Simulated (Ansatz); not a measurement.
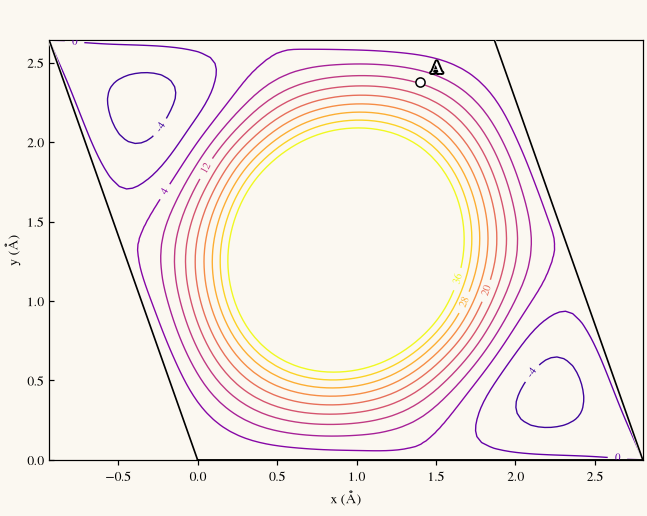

Al (Im-3m, No. 229; 4 atoms in the cell). Gamma surface: rigid slide across a plane, one fault a cell; the plane is (0 1 1) of the conventional cell. Places are given modulo a cell vector. The map is drawn in real space over the plane of the slide. Nothing is relaxed (rigid halves, spacing across the cut fixed). Grid: 10 × 10 points; 31 points were computed and 69 follow by symmetry. Energies are in meV/Å², from the perfect crystal. Level of theory: Ansatz, DFT PBE, scalar-relativistic, plane waves, PAW. Settings: cutoff 420 eV, k-mesh 16×16×5 in the order of the run's cell vectors, gaussian smearing 0.15 eV, no spin polarisation.

The picture shows contour lines labelled in meV/Å² (none above 36), the outline of one cell of the plane, the point A. Between grid points the surface is interpolated.

> Is A at rest? If not, where is it pushed?

A, at (8/10, 9/10) of the cell vectors, is not a stationary point. The computed force is 0.39 eV/Å in the plane, pointing up in the picture (components 0.12 and 0.38 eV/Å, for the cell of 7.40 Å², or 53 meV/Å² for each Å).

PAW datasets: the set soft_1.
